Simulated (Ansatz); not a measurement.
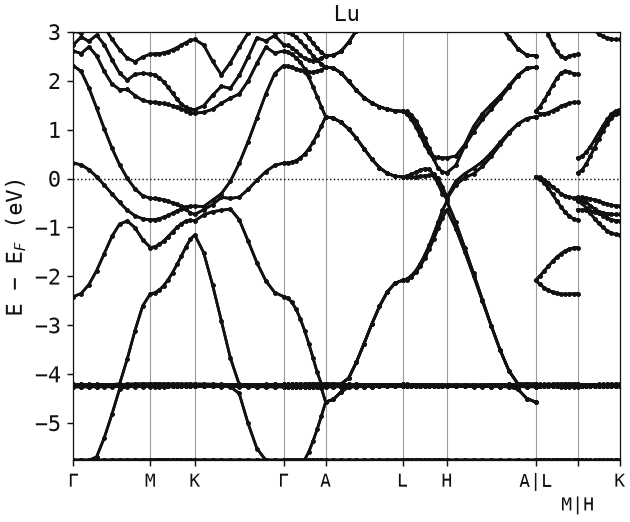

Band structure. Energies are counted from the Fermi level.

> Which Bravais lattice do the labels of the path belong to?

A hexagonal (primitive) lattice: the path Γ–M–K–Γ–A–L–H–A|L–M|H–K runs through the special points of its Brillouin zone.

System: Lu, space group P6_3/mmc, 2 atoms in the cell, hcp type.

Computed with Ansatz: DFT r2SCAN, spin-orbit coupling, plane waves, PAW, 8×8×6 k mesh, Gaussian smearing of 0.05 eV.

> Is there a gap at the Fermi level?

A metal: 4 spinor bands cross the Fermi level along this path (the two partners of a degenerate pair count as two).

> Which levels at K lie nearest to the Fermi level?

At K the nearest levels lie 0.56 eV below and 1.34 eV above the Fermi level.
